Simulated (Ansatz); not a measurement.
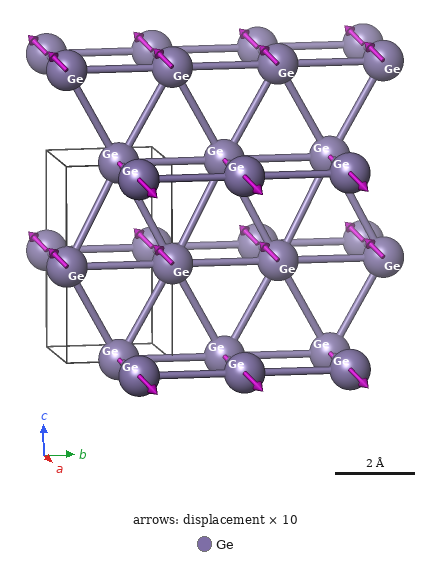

A relaxation of solid Ge (set up in P-1). The starting structure is drawn; purple arrows show the displacements (the part carried along by the change of the cell is left out), magnified 10 times.

A ball-and-stick model of the cell of the calculation, repeated 2 × 3 × 2 with one cell outlined, seen slightly off an axis.

Case: all atoms moved at random, sigma 0.1 Å for each component, cell strained at random, sigma 0.01; relaxed back.

These are results of DFT PBEsol, scalar-relativistic, plane waves, PAW (Ansatz), not measurements.

The input:
```yaml
crystal:
  lattice:
    - [-0.0459885578, 0.0099959818, -2.666225217]
    - [2.7733763363, 0.0089436615, 0.0481200059]
    - [-0.0162978987, -5.0943092877, 0.0190597675]
  atoms:
    - { symbol: Ge, position: [-0.0221282367, 0.5002130015, 0.0083524732] }
    - { symbol: Ge, position: [0.0221282367, -0.0002130015, 0.4916475268] }
basis:
  ecutwfc: 420
kpoints:
  mp_grid: { grid: [12, 12, 8] }
hamiltonian:
  xc: pbesol
scf:
  occupations: { method: gaussian, width: 0.15 }
output:
  forces: true
  stress: true
  eigenvalues: true
  write_density: true
  write_potential: true
  elf: true
  volumetric_format: npy
relax:
  adjacent_minimum: "off"
  f_tol: 0.01
  max_steps: 80
  cell: { stress_tol: 0.1 }
```

Launched with:
```bash
ansatz run input.yaml --threads 1 --pin off --max-ram 2560MiB --backend cpu --events-out ev --progress --plain --runs-dir out
```

Describe the change and its energy.

The energy falls by 19.6 meV per atom in 11 accepted moves (14 points after the start). The largest force component goes from 0.19 to 0.00032 eV/Å. The pressure goes from −1.20 to −0.03 GPa. The line search rejected the trial steps at points 9, 10 of the run. At 1 point the geometry stayed and the basis and grid were re-selected for the new cell (energy shift of 0.1 meV per atom at most each time). The largest moves relative to the cell, 0.080 Å, are those of Ge1 and Ge2. Ge1 goes along [3 2 −1]. The volume changes by −2.1 %, with a 2.667 → 2.643 Å (−0.9 %), b 2.774 → 2.828 Å (+2.0 %), c 5.094 → 4.929 Å (−3.3 %), α 90.4° → 90.0°, β 90.4° → 90.0°, γ 92.0° → 90.0°. Among the contacts that change: Ge1–Ge2 2.984 → 2.805 Å, Ge1–Ge2 (another image) 2.973 → 2.880 Å, Ge1–Ge1 2.774 → 2.828 Å, Ge1–Ge2 (another image) 2.838 → 2.879 Å. The space group (tolerance 0.01 Å) goes from P-1 (No. 2) to Pmma (No. 51). Cost: 6.2 min on 1 thread of Oxide Virtual Turin-like Processor (Zen 5), with other jobs on the host, peak memory 0.66 GiB.
